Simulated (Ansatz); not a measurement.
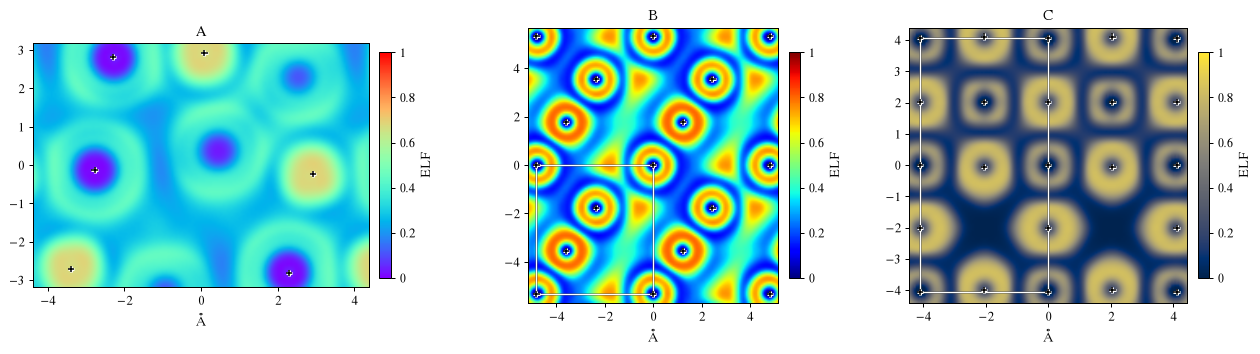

The ELF of 3 systems, each on a plane through atoms (crosses mark nuclei in the plane).

Level of theory: DFT PBEsol, scalar-relativistic, plane waves, PAW in Ansatz.

System 1: GePt, the (111) plane of the conventional cell. Space group Pnma; changed on purpose from its base cell (strain -0.0750 x Voigt [1, -1, 0, 0, 0, 0], atoms carried along); not relaxed (largest force 0.9 eV/Å); computed pressure about 4 GPa in this cell.

```
Ge Pt
1.0
     5.31006    0.00000    0.00000
     0.00000    3.97786    0.00000
     0.00000    0.00000    6.09244
Ge Pt
4 4
Direct
  0.81516 0.75000 0.58802
  0.18484 0.25000 0.41198
  0.68484 0.25000 0.08802
  0.31516 0.75000 0.91198
  0.99924 0.75000 0.19116
  0.00076 0.25000 0.80884
  0.50076 0.25000 0.69116
  0.49924 0.75000 0.30884
```

System 2: Ta2N, the (110) plane of the conventional cell. Space group P-3m1; a structure from a database of computed crystals, not necessarily the ambient phase; computed without spin polarisation.

System 3: Ti3O4, the (100) plane of the conventional cell. Space group I4/mmm; a structure from a database of computed crystals, not necessarily the ambient phase; computed without spin polarisation.

Which map belongs to which system?

Panel A is system 1, GePt: the plane holds Ge and Pt. Ge–Pt (2.39 Å): the ELF is about 0.40 at the midpoint. Panel B is system 2, Ta2N: the plane holds Ta and N. Ta–N (2.16 Å): the ELF peaks at about 0.80 in the valence shell of N, 0.6 Å from its nucleus, and drops to about 0.20 between the two atoms (no shared electron pair shows on this line). Panel C is system 3, Ti3O4: the plane holds Ti and O. Ti–O (2.02 Å): the ELF peaks at about 0.80 in the valence shell of O, 0.6 Å from its nucleus, and is about 0.15 at the midpoint: no localised pair shows between them.
